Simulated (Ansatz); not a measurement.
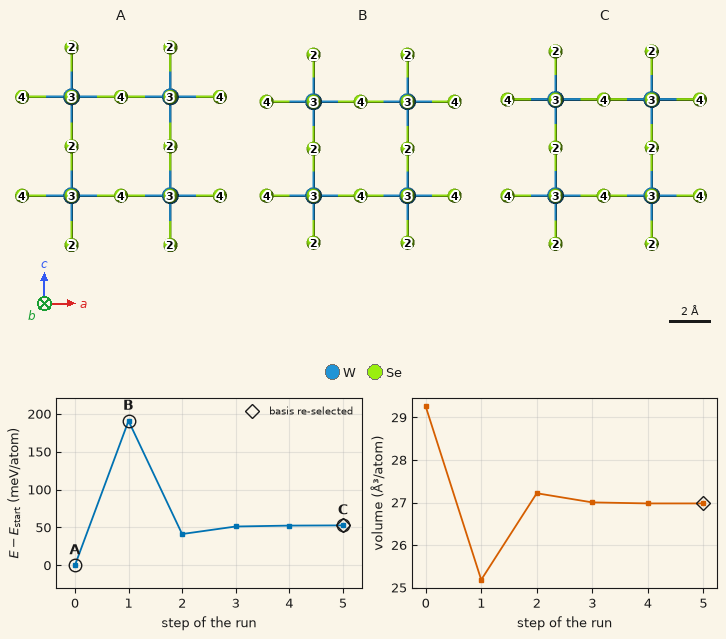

Frames of a relaxation of solid WSe₃ (a generated structure, set up in Pm-3m), marked on the history of the run. Style: ball-and-stick. Shown: the cell of the calculation, along the b axis.

Case: relaxed at 8 GPa.

The calculation used Ansatz, DFT PBEsol, scalar-relativistic, plane waves, PAW.

Input file:
```yaml
crystal:
  lattice:
    - [4.8914385674, 0.0, 0.0]
    - [0.0, 4.8914385674, 0.0]
    - [0.0, 0.0, 4.8914385674]
  atoms:
    - { symbol: W, position: [0.0, 0.0, 0.0] }
    - { symbol: Se, position: [0.0, 0.0, 0.5] }
    - { symbol: Se, position: [0.0, 0.5, 0.0] }
    - { symbol: Se, position: [0.5, 0.0, 0.0] }
basis:
  ecutwfc: 420
kpoints:
  mp_grid: { grid: [10, 10, 10] }
hamiltonian:
  xc: pbesol
scf:
  occupations: { method: fermi_dirac, width: 0.15 }
output:
  forces: true
  stress: true
  eigenvalues: true
relax:
  adjacent_minimum: "off"
  f_tol: 0.001
  max_steps: 60
  cell: { stress_tol: 0.02, p_target: 8.0 }
```

Run as
```bash
ansatz run input.yaml --threads 2 --pin off --max-ram 6144MiB --backend cpu --events-out ev --progress --plain --runs-dir out
```

Q: What happens along the run?

A: The energy rises by 52.8 meV per atom in 4 accepted moves (5 points after the start). With the target pressure of 8 GPa, the enthalpy E + pV changes by −61.0 meV per atom. All forces vanish by symmetry, so only the cell relaxes. Pressure: 0.00 GPa at the start and 8.00 GPa at the end. The SCF was repeated once at an unchanged geometry on a basis and grid sized afresh for the cell, which shifted the energy by 0.3 meV per atom at most. The atoms keep their places relative to the cell (all moves are under 0.005 Å). Cell: a = b = c 4.891 → 4.761 Å (−2.7 %). Volume −7.8 %. Some distances before and after: W1–Se2 2.446 → 2.380 Å. The space group stays Pm-3m (No. 221). From step 0 to 1: volume −13.9 %, energy +191 meV per atom. From step 1 to 5: volume +7.1 %, energy −138 meV per atom.

```
step  E − E(0), meV/atom  pressure, GPa  volume, Å³/atom                      note
   0                0.00           0.00           29.258                          
   1              190.81          17.27           25.185                          
   2               41.36           6.99           27.218                          
   3               51.31           7.89           27.003                          
   4               52.51           8.00           26.979                          
   5               52.78           8.00           26.979  same geometry, new basis
```
